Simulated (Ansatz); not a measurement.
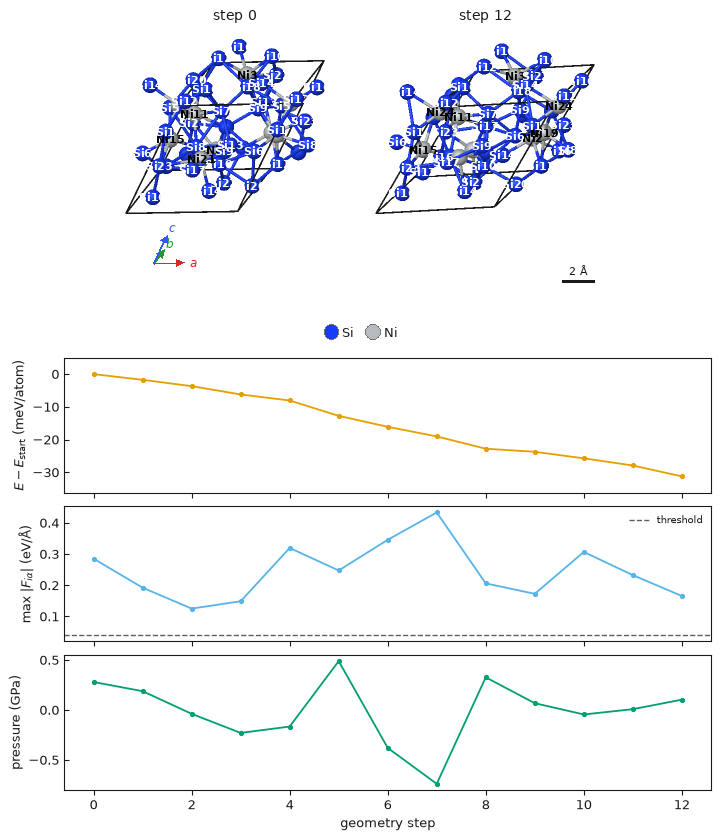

First and last geometry of a relaxation of solid Si2Ni (a generated structure, set up in P1) (coarse preliminary run), with the history of the run. Style: ball-and-stick. Shown: the cell of the calculation, reduced to other axes, from a free direction. Lengths and directions refer to the drawn axes.

Case: Ni and Si exchanged on 5 pairs of sites drawn at random in a supercell of the crystal, relaxed further on a centred mesh.

Method: DFT PBEsol, scalar-relativistic, plane waves, PAW (Ansatz). Settings: plane-wave cutoff 420 eV; k-point mesh 4 × 3 × 3; occupations gaussian; smearing width 0.1 eV; no spin polarisation; cell and atoms relaxed; force threshold 0.04 eV/Å; at most 25 steps.

Q: Did the run converge, and what did it change?

A: The run was cut off at its time limit before the relaxation converged, so the last structure is only a point on the way. The energy falls by 31.2 meV per atom in 12 geometry steps. Largest force component: 0.29 eV/Å at the start, 0.17 eV/Å at the end. Pressure: 0.28 GPa at the start and 0.10 GPa at the end. Si6 moves most relative to the cell: 1.01 Å roughly along [−2 2 3]. By element the largest moves are Si 1.01 Å, Ni 0.57 Å. Cell: a 7.270 → 7.715 Å (+6.1 %), b 7.573 → 7.337 Å (−3.1 %), c 7.730 → 7.907 Å (+2.3 %), α 65.2° → 68.8°, β 63.7° → 58.2°, γ 64.9° → 61.5°. Volume −0.1 %. Among the contacts that change: Si6–Si18 4.184 → 2.914 Å, Ni19–Si23 3.582 → 2.343 Å, Si6–Si23 2.777 → 3.753 Å, Ni21–Si23 2.810 → 3.733 Å. New bonds form, among them: Ni19–Si23 (3.58 → 2.34 Å). Among the angles between lasting bonds that change: Ni11–Si1–Ni24 162.5° → 115.1°, Ni2–Si13–Si7 177.8° → 134.9°, Ni11–Si8–Ni21 144.1° → 105.8°. The space group stays P1 (No. 1).

Limits of the set-up: an element that often carries a moment was run without spin polarisation.
